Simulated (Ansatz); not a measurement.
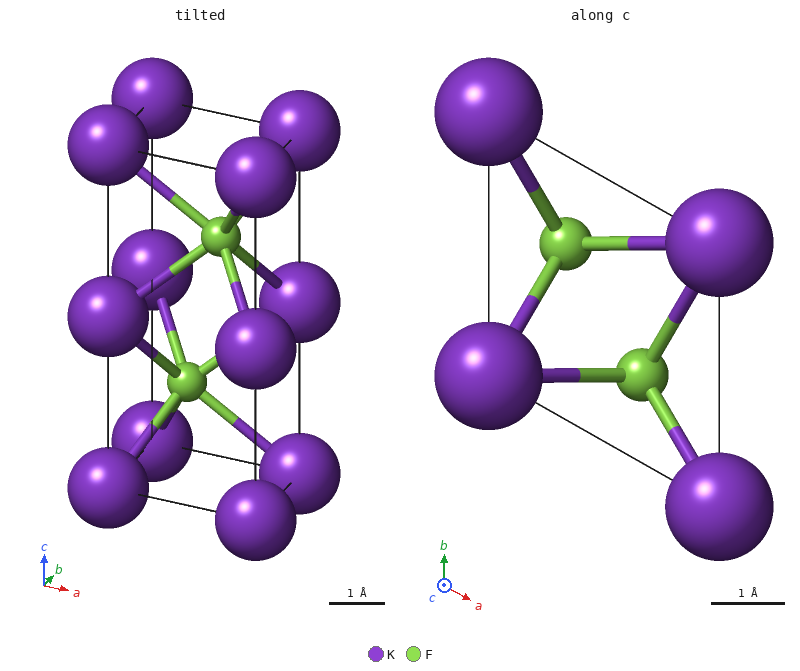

This ball-and-stick model is shown slightly off an axis and along the c axis. The unit cell is drawn as a box.

KF, a = 3.660 Å, b = 3.644 Å, c = 6.479 Å, α = 90.00°, β = 90.00°, γ = 119.56°. Strictly the space group is P2_1/m (No. 11, within 0.01 Å). It is a distorted form of a primitive hexagonal structure, space group P6_3/mmc (No. 194) within 0.25 Å: nickel arsenide (NiAs) type. The structure comes from a structure type filled with these elements by a generator (whether the compound takes this form wasn't checked). The cell was then strained or its atoms displaced on purpose. Ansatz was used for an electronic-structure calculation on it.

This one geometry was computed with Ansatz (DFT, plane waves, PAW) at three levels of theory: r2SCAN, HSE06 and PBE. It was relaxed with r2SCAN and then strained.

> Which level gives the highest pressure at this volume, and what does that say about its equilibrium volume?

Highest: PBE (2.0 GPa), which points to the largest equilibrium volume. Lowest, with the smallest volume: r2SCAN (0.0 GPa). Levels within 0.5 GPa of each other can't be told apart.

> How does the band gap change with the level of theory?

PBE: a gap of 6.20 eV, direct; r2SCAN: a gap of 6.86 eV, direct; HSE06: a gap of 8.20 eV, direct.

> Collect the results in a table.

| level | cutoff (eV) | k-mesh of the run's cell | gap (eV) | pressure (GPa) |
| --- | --- | --- | --- | --- |
| r2SCAN | 500 | 12×12×4 | 6.86 | 0.0 |
| HSE06 | 420 | 6×6×4 | 8.20 | 1.1 |
| PBE | 420 | 12×12×4 | 6.20 | 2.0 |

Gaps are taken on the k-mesh or band path of each run.
